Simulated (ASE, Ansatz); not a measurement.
# Bare LaP nanowire along [001] (288 atoms): geometry optimisation, part 2 of 2

Aim: bring bare LaP nanowire along [001] (288 atoms) to a nearby minimum of the energy and see what moves.

Ansatz 0.2.0; Kohn-Sham DFT, PBEsol, PAW (set soft_2), plane waves.

The cell: 144 La and 144 P. Sampling is at Γ alone, for a cell whose periodic width is 24 Å. Spin–orbit coupling is left out.

So far. Step 3 (Relaxation): The relaxation changed the energy by -27.2 meV/atom, and atoms moved by 0.16 Å r.m.s., 0.40 Å at most.

## (4) Distances and neighbours after relaxation

Bonds before and after, by the cutoffs listed below:

| pair | bonds before | bonds after | mean before (Å) | mean after (Å) | spread before (Å) | spread after (Å) |
| --- | --- | --- | --- | --- | --- | --- |
| La-P | 768 | 768 | 3.012 | 2.969 | 0.028 | 0.050 |

Normalised to the volume that the atoms fill. Pair distribution functions g(r), in bins of 0.2 Å:

| r (Å) | total | La-La | La-P | P-P |
| --- | --- | --- | --- | --- |
| 2.80 | 0.52 | 0.00 | 1.03 | 0.00 |
| 3.00 | 5.17 | 0.00 | 10.32 | 0.00 |
| 3.20 | 0.00 | 0.00 | 0.00 | 0.00 |
| 3.40 | 0.00 | 0.00 | 0.00 | 0.00 |
| 3.60 | 0.00 | 0.00 | 0.00 | 0.00 |
| 3.80 | 0.00 | 0.00 | 0.00 | 0.00 |
| 4.00 | 0.13 | 0.27 | 0.00 | 0.27 |
| 4.20 | 4.92 | 9.88 | 0.00 | 9.80 |
| 4.40 | 0.00 | 0.00 | 0.00 | 0.00 |
| 4.60 | 0.00 | 0.00 | 0.00 | 0.00 |
| 4.80 | 0.00 | 0.00 | 0.00 | 0.00 |
| 5.00 | 0.17 | 0.00 | 0.33 | 0.00 |
| 5.20 | 1.81 | 0.00 | 3.62 | 0.00 |
| 5.40 | 0.00 | 0.00 | 0.00 | 0.00 |
| 5.60 | 0.00 | 0.00 | 0.00 | 0.00 |
| 5.80 | 0.21 | 0.61 | 0.00 | 0.25 |
| 6.00 | 1.02 | 1.87 | 0.00 | 2.23 |
| 6.20 | 0.00 | 0.00 | 0.00 | 0.00 |
| 6.40 | 0.10 | 0.00 | 0.20 | 0.00 |
| 6.60 | 2.40 | 0.00 | 4.79 | 0.00 |
| 6.80 | 1.00 | 0.00 | 2.00 | 0.00 |
| 7.00 | 0.08 | 0.33 | 0.00 | 0.00 |
| 7.20 | 1.19 | 2.38 | 0.00 | 2.39 |
| 7.40 | 1.28 | 2.42 | 0.00 | 2.72 |
| 7.60 | 0.00 | 0.00 | 0.00 | 0.00 |
| 7.80 | 0.00 | 0.00 | 0.00 | 0.00 |

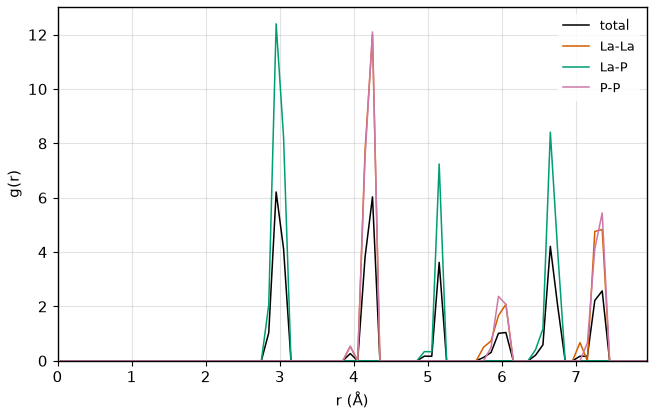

Pair distribution functions.

Bonds by pair of elements; cutoffs follow the first minimum of g(r), held within bounds set by covalent radii, and pairs that aren't listed don't count as bonded (cutoffs were set anew for this text, so counts can differ from the run's own analysis):

```csv
pair A-B,cutoff (Å),bonds,mean length (Å),spread (Å),shortest (Å),B about A,A about B
La-P,3.43,768,2.97,0.05,2.83,5.33,5.33
```

How many atoms have how many bonded neighbours:

| element | mean | 4 | 5 | 6 |
| --- | --- | --- | --- | --- |
| La | 5.33 | 16 | 64 | 64 |
| P | 5.33 | 16 | 64 | 64 |

Bond angles, per cent of each kind in bins of 5°:

| angle (°) | La-P-La | P-La-P |
| --- | --- | --- |
| 85–90 | 47.2 | 30.2 |
| 90–95 | 33.0 | 49.1 |
| 95–100 | 0.0 | 0.9 |
| 100–105 | 0.0 | 0.0 |
| 105–110 | 0.0 | 0.0 |
| 110–115 | 0.0 | 0.0 |
| 115–120 | 0.0 | 0.0 |
| 120–125 | 0.0 | 0.0 |
| 125–130 | 0.0 | 0.0 |
| 130–135 | 0.0 | 0.0 |
| 135–140 | 0.0 | 0.0 |
| 140–145 | 0.0 | 0.0 |
| 145–150 | 0.0 | 0.0 |
| 150–155 | 0.0 | 0.0 |
| 155–160 | 0.0 | 0.0 |
| 160–165 | 0.0 | 0.0 |
| 165–170 | 0.0 | 0.0 |
| 170–175 | 0.0 | 0.0 |
| 175–180 | 19.8 | 19.8 |

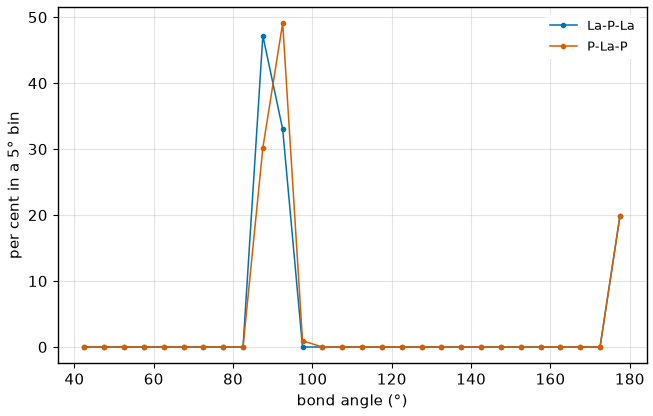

Distributions of the most common bond angles.

Bond angles (no mean is given where the spread exceeds 20°):

| angle | count | mean (°) | spread (°) |
| --- | --- | --- | --- |
| La-P-La | 1696 | - | - |
| P-La-P | 1696 | - | - |

Bond length by coordination (bonds to H left out):

| element | coordination | atoms | mean bond length (Å) |
| --- | --- | --- | --- |
| La | 4 | 16 | 2.92 |
| La | 5 | 64 | 2.96 |
| La | 6 | 64 | 2.98 |
| P | 4 | 16 | 2.93 |
| P | 5 | 64 | 2.96 |
| P | 6 | 64 | 2.98 |

First main peaks of g(r), for some of the pairs, lie near 4.20 Å (La-La), 2.97 Å (La-P) and 4.20 Å (P-P). Counting bonds as in the table, 44 % of La atoms have 5 and as many 6 and 44 % of P atoms have 5 and as many 6 bonded neighbours. Bonds at P atoms with 4 neighbours average 2.93 Å, against 2.98 Å at those with 6.

## (5) Single point at the relaxed geometry

The electronic structure is read at the final geometry, in a run of its own.

File input.yaml:

```yaml
crystal:
  lattice:
    - [27.0625, 0.0, 0.0]
    - [0.0, 27.0625, 0.0]
    - [0.0, 0.0, 24.1]
  atoms:
    - { symbol: La, position: [0.23131, 0.2312, 0.99996] }
    - { symbol: P, position: [0.33564, 0.22633, 0.0] }
    - { symbol: La, position: [0.33576, 0.33572, 0.99997] }
    - { symbol: P, position: [0.22638, 0.33557, 0.0] }
    - { symbol: La, position: [0.33638, 0.22708, 0.12499] }
    - { symbol: P, position: [0.23101, 0.23098, 0.12504] }
    - { symbol: La, position: [0.22711, 0.33629, 0.12502] }
    - { symbol: P, position: [0.33495, 0.33489, 0.125] }
    - { symbol: La, position: [0.23134, 0.23118, 0.24999] }
    - { symbol: P, position: [0.33567, 0.22628, 0.25] }
    - { symbol: La, position: [0.33576, 0.3357, 0.24997] }
    - { symbol: P, position: [0.22639, 0.33558, 0.25001] }
    - { symbol: La, position: [0.33641, 0.22708, 0.37497] }
    - { symbol: P, position: [0.23103, 0.231, 0.37507] }
    - { symbol: La, position: [0.22712, 0.33629, 0.37502] }
    - { symbol: P, position: [0.33496, 0.33489, 0.375] }
    - { symbol: La, position: [0.23133, 0.23118, 0.49997] }
    - { symbol: P, position: [0.33567, 0.2263, 0.50004] }
    - { symbol: La, position: [0.33577, 0.3357, 0.49997] }
    - { symbol: P, position: [0.22638, 0.33555, 0.5] }
    - { symbol: La, position: [0.3364, 0.2271, 0.62499] }
    - { symbol: P, position: [0.23104, 0.23098, 0.62505] }
    - { symbol: La, position: [0.22715, 0.33628, 0.62501] }
    - { symbol: P, position: [0.33496, 0.3349, 0.62499] }
    - { symbol: La, position: [0.23132, 0.23118, 0.74998] }
    - { symbol: P, position: [0.33564, 0.22633, 0.75004] }
    - { symbol: La, position: [0.33576, 0.33573, 0.74998] }
    - { symbol: P, position: [0.22638, 0.33556, 0.75003] }
    - { symbol: La, position: [0.33637, 0.22713, 0.87499] }
    - { symbol: P, position: [0.23099, 0.23101, 0.87505] }
    - { symbol: La, position: [0.22712, 0.33631, 0.875] }
    - { symbol: P, position: [0.33495, 0.33492, 0.87501] }
    [... 250 atom lines left out ...]
    - { symbol: La, position: [0.76871, 0.76892, 0.75002] }
    - { symbol: P, position: [0.66436, 0.77382, 0.75004] }
    - { symbol: La, position: [0.77286, 0.66384, 0.875] }
    - { symbol: P, position: [0.66506, 0.66523, 0.87501] }
    - { symbol: La, position: [0.66361, 0.77304, 0.87499] }
    - { symbol: P, position: [0.76899, 0.76915, 0.87506] }
kpoints:
  mp_grid: { grid: [1, 1, 1] }
hamiltonian:
  xc: pbesol
scf:
  occupations: { method: fermi_dirac, width: 0.025 }
output:
  forces: true
  populations: true
  dos:
    method: { smearing: { sigma: 0.15 } }
    de: 0.1
    projected: { site_lists: { La: [La], P: [P] } }
  eigenvalues: true
  write_density: true
  write_potential: true
  volumetric_format: npy
  elf: true
```

Run with:

```bash
$ ansatz run input.yaml --threads 32 --pin off --max-ram 143360MiB --backend cuda --events-out ev --progress --plain --runs-dir out
```

Numbers of over 12 decimals in the logs are rounded to 6 here.

The log of the run:

```text
[...]
GPU FFT provider: cuFFT
GPU libraries: cuBLAS 13.8.1, cuFFT 12.4.0, cuSOLVER 12.3.2
[...]
Crystal: 288 atoms, lattice volume = 17650.332 Å³
Basis set: ecut = 420 eV, 344809 PW (Γ), exchange–correlation on 384×384×324 points (8 copies of the dense FFT grid, shifted against one another)
Bands: 1440, of which v1, the nominal top of the filled ones, is band 1152 counted from 1 (1151 counted from 0)
Symmetry: 1 space group operations
[...]
k-points: 1
[...]
GPU buffer pool allocated for 5971968 grid points (all kernels)
[...]
SCF iter   1: F=—  HF=-994162.629936 eV  |F-HF|=—  |Δ(HF+E_count)|=         —  Δρ=2.49e-3  dr2=3.62e0  ethr=1.77e-3  ⟨swp⟩=8.0  Hψ=7838  notcnv=0  defer=112
[...]
SCF iter  10: F=-994162.201250 eV  HF=-994162.201250 eV  |F-HF|=8.61e-9  |Δ(HF+E_count)|=   6.55e-8  Δρ=1.66e-7  dr2=1.05e-8  ethr=4.34e-12  ⟨swp⟩=42.0  Hψ=19523  notcnv=0
SCF 1 converged in 10 iterations: F = -994162.201250 eV  dr2 = 1.05e-8
[...]
WARN: The output density's exchange-correlation potential varies sharply where the density is thin. Do not read a vacuum level from v_tot or v_xc, or from such a field of the output density. On a cell that repeats whose density bears no net charge and no dipole along the vacuum's axis use v_es (v_loc + v_h of the components); [...]
SCF converged after 10 iterations
Free energy (F): -994162.201250 eV
[...]
Internal energy: -994162.178010 eV  (E = F + TS)
E sigma→0 (E₀):  -994162.189630 eV
Entropy (-TS):   -0.023240 eV (-0.081 meV/atom)
Fermi energy:    2.039749 eV
[...]
--- Forces (eV/Å), atoms counted from 1 ---
[... 288 lines of forces left out ...]
  max |Σ_I F_I| component: 1.51e-5 eV/Å
--- Band table (eV) ---
[... left out ...]
--- Löwdin populations: 288 sites ---
  site symbol       q [e]
[... 288 lines, one an atom, left out ...]
  spilling = 0.002116 (of n_electrons = 2304.000000)
```

Elapsed: 20 s, on 1 × NVIDIA GB200 with 32 threads of Arm Neoverse V2, shared host; peak memory 10 GiB; 80 s of CPU time.

That memory is the host's; the program planned up to 74.6 GiB on the GPU.

The program notes that the exchange-correlation potential is rough where the density is thin.

Read from the output:

```yaml
free_energy: -994162.2012 eV
free_energy_per_atom: -3451.9521 eV/atom
scf_cycles: 10
r_m_s_force_component: 0.00854 eV/Å
longest_force: 0.03465 eV/Å
fermi_energy: 2.04 eV
levels_partly_filled_by_over_2_per_cent: 2
spilling_of_the_projection: 0.002116
```

Löwdin charges by element and coordination (they lack the spilled electrons, 0.017 e an atom on average):

```csv
element,coordination,atoms,mean charge (e),spread,least,most
La,all,144,0.417,0.0572,0.353,0.520
La,4,16,0.519,-,0.519,0.520
La,5,64,0.451,-,0.442,0.460
La,6,64,0.358,-,0.353,0.371
P,all,144,-0.384,0.067,-0.494,-0.296
P,4,16,-0.494,-,-0.494,-0.494
P,5,64,-0.426,0.0126,-0.439,-0.413
P,6,64,-0.313,0.012,-0.330,-0.296
```

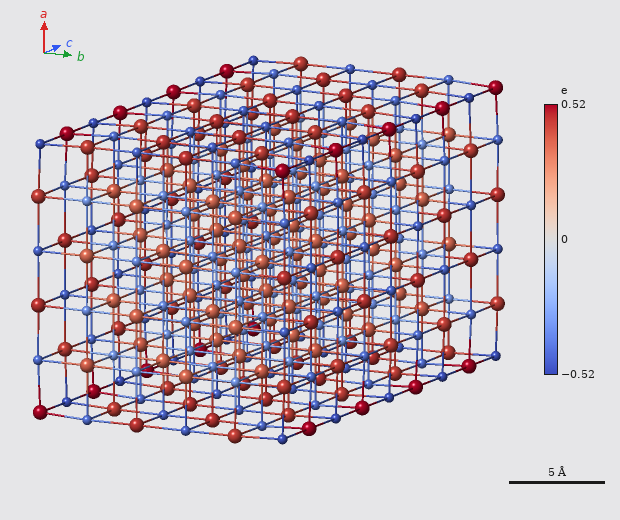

Atoms coloured by Löwdin charge. Some periodic images of atoms are drawn too.

States in the cell by windows of 1 eV, zero at the Fermi level; some projections on atomic orbitals stand beside the total:

```
from (eV)  to (eV)  total    P p   La d    P s  La f  La s
      -14      -10    0.0    0.0    0.0    0.0   0.0   0.0
      -10       -9    4.5    0.0    0.2    2.5   0.0   1.7
       -9       -8  240.9    0.4   39.8  164.1   1.7  22.4
       -8       -7   42.5    0.1    3.7   33.8   0.5   1.8
       -7       -4    0.0    0.0    0.0    0.0   0.0   0.0
       -4       -3    6.0    3.0    1.8    0.0   0.0   1.0
       -3       -2  165.4   92.3   43.5    1.5   2.3  22.9
       -2       -1  468.7  291.2  139.6    3.7  10.4  10.7
       -1        0  224.1  145.1   55.2    0.7  13.4   1.6
        0        1   54.6    9.5   36.6    0.1   6.5   0.3
        1        2  203.9   13.3  108.2    0.5  68.1   4.9
```

Between -26 and -14 eV lie 864 more states.

About 288 of the 2304 electrons lie in deeper levels, below the stored range.

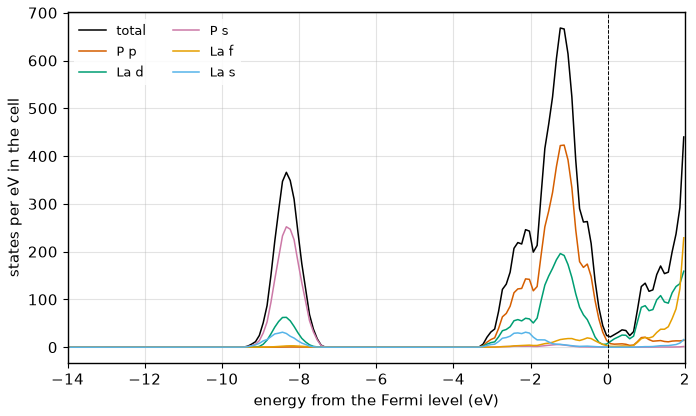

Total and projected density of states, with the broadening of the input.

Not all projections were asked for or kept, so they needn't add up to the total.

The levels nearest the highest filled one (over half full), pooled over k-points and spins:

```
level less the highest filled one (eV)  occupation
                                -0.185           2
                                -0.185           2
                                -0.137           2
                                -0.137        2.00
                               -0.0964        2.00
                                     0        1.89
                                 0.141       0.113
                                 0.226       0.004
                                 0.317           0
                                 0.318           0
                                 0.457           0
                                 0.499           0
```

Mean Löwdin charges: La +0.42, P -0.38 e. Charges this small depend on the projection, at times even in sign. Just under the Fermi level the largest share is P p (70 % of the projected weight), just over it La d (68 % of the projected weight).

The surroundings of La87, picked at random, nearest first, numbered as they follow in the input and with coordinates relative to it.

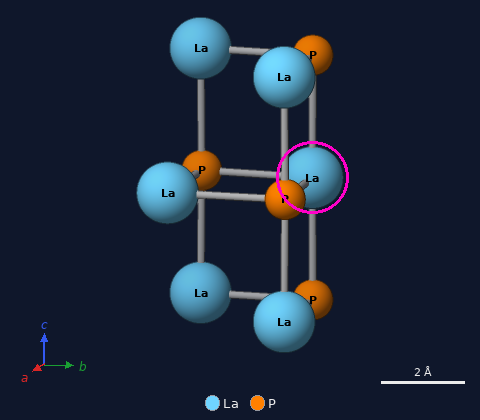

The atoms of the table, within 4.1 Å (arrows a, b, c point along x, y, z); some may hide others; the central atom is ringed.

```csv
atom,x,y,z,distance (Å),bonds,Löwdin charge (e)
La87,0.00,0.00,0.00,0.00,4,0.52
P86,-0.13,-2.82,0.00,2.83,5,-0.41
P88,2.82,0.13,0.00,2.83,5,-0.41
P84,-0.01,0.01,-3.01,3.01,4,-0.49
P92,-0.01,0.01,3.01,3.01,4,-0.49
La85,2.83,-2.83,0.00,4.00,6,0.37
La81,-0.11,-2.84,-3.01,4.14,5,0.44
La89,-0.11,-2.84,3.01,4.14,5,0.44
La91,2.84,0.11,3.01,4.14,5,0.44
La83,2.84,0.11,-3.01,4.14,5,0.44
```

The column of bonds counts only the pairs La-P within 3.43 Å; other neighbours, such as metal atoms beside each other in a compound, aren't counted, and periodic images can show an atom twice.

## (6) Another try, on a changed input

A doubtful change is made on purpose, to see how the program answers.

This step: Kohn-Sham DFT, PBEsol, PAW (set soft_2), localised support functions (medium) (Ansatz 0.2.0).

File input.yaml:

```yaml
crystal:
  lattice:
    - [27.0625, 0.0, 0.0]
    - [0.0, 27.0625, 0.0]
    - [0.0, 0.0, 24.1]
  atoms:
    [... the 288 atom lines of step 2 ...]
kpoints:
  mp_grid: { grid: [1, 1, 1] }
hamiltonian:
  xc: pbesol
scf:
  occupations: { method: fermi_dirac, width: 0.025 }
  eigensolver: { kind: { support_functions: { accuracy: medium, spacing: 0.6 } } }
  mixing: { beta: 0.2 }
  max_iter: 50
output:
  forces: true
```

The log of the run:

```text
Warning: scf.eigensolver.kind.support_functions: disabling space-group detection — the functions' gradient is summed over unrotated k-points, so no spatial operation reduces the k-mesh or symmetrises the density; time reversal is kept, so that k and −k are solved as one point where they differ and the mesh holds both, and exact exchange and, on two spinor components, a DFT+U term hold to it where the run has them: [...]
settings of this run that can trade accuracy for cost: scf.eigensolver.kind.support_functions [...]
[...]
GPU FFT provider: cuFFT
GPU libraries: cuBLAS 13.8.1, cuFFT 12.4.0, cuSOLVER 12.3.2
[...]
Crystal: 288 atoms, lattice volume = 17650.332 Å³
Basis set: ecut = 420 eV, 344809 PW (Γ), exchange–correlation on 384×384×324 points (8 copies of the dense FFT grid, shifted against one another)
Bands: 1383, of which v1, the nominal top of the filled ones, is band 1152 counted from 1 (1151 counted from 0)
Symmetry: 1 space group operations
k-points: 1
[...]
GPU buffer pool allocated for 5971968 grid points (all kernels)
[...]
SCF iter   1: F=—  HF=-993481.556405 eV  |F-HF|=—  |Δ(HF+E_count)|=         —  Δρ=4.17e-2  dr2=5.29e2  ethr=1.00e-1
[...]
SCF iter  24: F=-993835.104782 eV  HF=-993835.104692 eV  |F-HF|=9.00e-5  |Δ(HF+E_count)|=   2.24e-4  Δρ=1.30e-6  dr2=1.69e-6  ethr=3.44e-10
SCF 1 converged in 24 iterations: F = -993835.116701 eV  dr2 = 1.69e-6
[...]
SCF converged after 24 iterations
Stability not checked: this state was not tested for a lower state beside it, because the mixer in use, unlike msr1, does not test its closes by its own steps (another_mixer; see scf.mixing.algorithm and scf.lower_state_search)
Free energy (F): -993835.116701 eV
[...]
Internal energy: -993835.021524 eV  (E = F + TS)
E sigma→0 (E₀):  -993835.069112 eV
Entropy (-TS):   -0.095177 eV (-0.330 meV/atom)
Fermi energy:    2.323561 eV
[...]
--- Forces (eV/Å), atoms counted from 1 ---
[... 288 lines of forces left out ...]
  max |Σ_I F_I| component: 1.04e1 eV/Å
--- Band table (eV) ---
[... left out ...]
  guard bands above this table: 200 of the run's 1383 bands (output.publish_guard_bands: true publishes all)
```

Wall time 14 s (1 × NVIDIA GB200 with 32 threads); peak memory 3.2 GiB; 32 s of CPU time.

That memory is the host's; the program planned up to 12.6 GiB on the GPU.

The program notes that the band table was not solved further than the SCF left it, the forces don't sum to zero within tolerance, the grid leaves an egg-box force and it switched symmetry off. Further notices: vacuum switching off with vacuum.

The SCF closed, but on a changed input, so its numbers are not taken as the system's.

The fault in the input: a grid far too coarse (support_functions.spacing = 0.6). The fix is to leave the spacing at the level's default.

How far it lies from the reference, the single point at the start:

```
r.m.s. difference of force components : 779.4 meV/Å
longest difference of force vectors   : 2217 meV/Å
force difference over r.m.s. force    : 287.1 %
energy difference                     : 1109 meV/atom
```

## (7) Results

```yaml
energy_change_in_the_relaxation: -27.2 meV/atom
r_m_s_displacement: 0.163 Å
largest_displacement: 0.395 Å
free_energy_per_atom: -3451.9521 eV/atom
r_m_s_force_component: 0.00854 eV/Å
wall_time_of_the_4_dft_runs: 85 s
```

Relaxation lowers the energy by 27.2 meV/atom and moves atoms by 0.16 Å r.m.s.; the r.m.s. force component goes from 0.27 to 0.0085 eV/Å. By the final cutoffs no bond was broken or made. First to last step the energy falls by 7.833 eV; the largest move, 0.40 Å, is that of La71. The La-P bonds go from 3.012 Å (spread 0.028) to 2.969 Å (spread 0.050). Counting bonds as in the table, 44 % of La atoms have 5 and as many 6 and 44 % of P atoms have 5 and as many 6 bonded neighbours. Counting bands leaves a spacing of only 0.14 eV (at Γ alone), which the smearing bridges: 2 levels are partly filled by over 2 %, so a gap, if any, is small at this level.

[Logs are printed without paths, hosts, clocks, repeated set-up lines and the standing remarks that a program may print on its own settings, such as how far it seeks lower states.]

[Hosts, paths, dates, database ids (printed as entryN), source tags and the programs' standing remarks are cut or masked in the printed files.]
